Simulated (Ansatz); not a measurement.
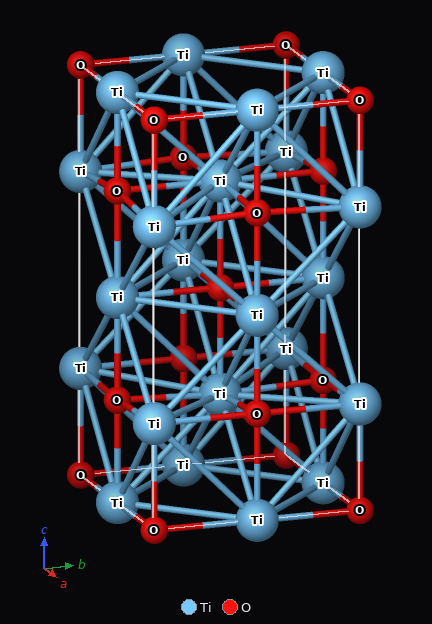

Crystal structure, ball-and-stick style, seen slightly off an axis. The lines enclose the drawn cell (a repeat of the simulation cell); boundary atoms appear with their images.

Ti$_{4}$O$_{3}$, a = 4.21 Å, b = 4.21 Å, c = 8.21 Å, α = 90.00°, β = 90.00°, γ = 90.00°.

Computational set-up: DFT PBEsol, scalar-relativistic, plane waves, PAW in Ansatz, a cutoff energy of 420 eV, k-points about 0.15 Å⁻¹ apart, Gaussian smearing of 0.15 eV, no spin polarisation.

What does the calculation say: metal or gapped?

Answer. A metal: bands cross the Fermi level.

Give the pressure and its sign.

Answer. The computed pressure is 0.4 GPa (compressed: it would expand). The stress isn't hydrostatic: its largest component is 1.2 GPa.

Provenance: a structure listed in the Materials Project. The cell was then strained or its atoms displaced on purpose. It was run through Ansatz as a DFT input.

At this level of theory the cell isn't at rest (forces up to 1.2 eV/Å), so its distances can differ from those at equilibrium, the more so the softer the solid.
